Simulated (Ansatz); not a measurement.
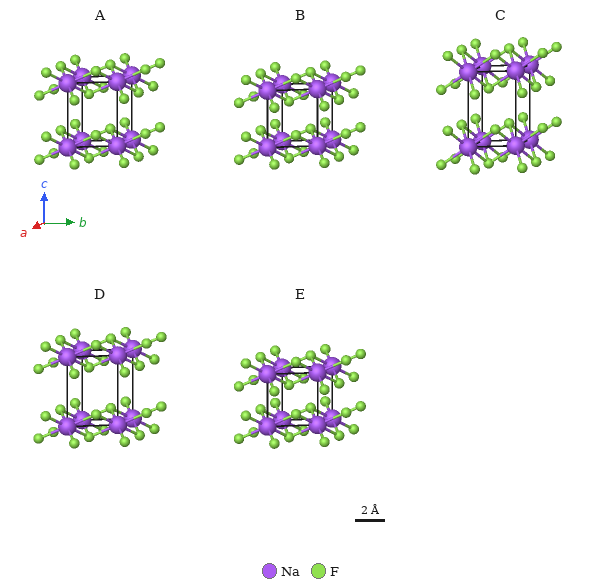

5 geometries from one relaxation of solid NaF2 (a generated structure, set up in P-3m1) (coarse preliminary run), in shuffled order. Style: ball-and-stick. Shown: the cell of the calculation, slightly off an axis.

Computed with DFT PBE, scalar-relativistic, plane waves, PAW (Ansatz). (plane-wave cutoff 420 eV; k-point mesh 6 × 6 × 4; occupations gaussian; smearing width 0.1 eV; collinear spin; cell and atoms relaxed; force threshold 0.04 eV/Å; at most 70 steps)

Q: Put them in the order of the run, from the start to the converged end.

A: C, D, A, B, E. They are steps 0, 2, 5, 7, 11, at +142 meV per atom, +47.0 meV per atom, +32.6 meV per atom, +12.2 meV per atom relative to the last. After 9 accepted moves (11 points after the start) the energy has fallen by 142 meV per atom. Largest force component: 0.59 eV/Å at the start, 0.0017 eV/Å at the end. The pressure goes from −1.81 to 0.14 GPa. The SCF was repeated twice at an unchanged geometry on a basis and grid sized afresh for the cell, which shifted the energy by 2.9 meV per atom at most. The largest moves relative to the cell, 0.021 Å, are those of F atoms. Na stays in place. Cell: a = b 3.449 → 3.644 Å (+5.6 %), c 5.346 → 3.730 Å (−30.2 %). Volume −22.1 %. Near-neighbour distances that change, for instance: F–Na 2.398 → 2.309 Å. Bond angles that change, for instance: Na–F–Na 92.0° → 104.2°, F–Na–F 88.0° → 75.8°, F–Na–F 92.0° → 104.2°. The space group stays P-3m1 (No. 164). The run took 54 s on 1 thread of Arm Neoverse N1 (shared host), peak memory 0.32 GiB.
